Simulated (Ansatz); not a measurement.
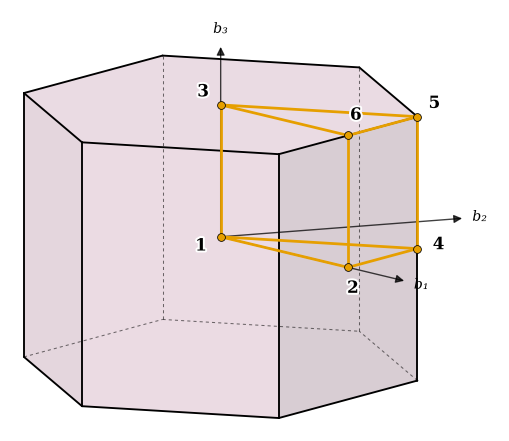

Crystal: Te, the geometry relaxed with DFT, BLYP, plane waves (420 eV) with PAW, scalar-relativistic in Ansatz. The first Brillouin zone of a primitive hexagonal lattice (hP; extended symbol hP2) is drawn with its special points numbered. The drawing is computed from the coordinates (standard cell, symmetry found to 0.002 Å).

a = 5.312 Å, b = 5.312 Å, c = 5.904 Å, α = 90.00°, β = 90.00°, γ = 120.00°.

Labels and path follow the convention of Hinuma et al. (2017), as computed by seekpath; the arrows show the directions of the reciprocal primitive vectors b₁, b₂, b₃, in which coordinates are given.

Give the label and coordinates of each numbered point.

```tsv
no.	label	coordinates
1	Γ	(0, 0, 0)
2	M	(1/2, 0, 0)
3	A	(0, 0, 1/2)
4	K	(1/3, 1/3, 0)
5	H	(1/3, 1/3, 1/2)
6	L	(1/2, 0, 1/2)
```
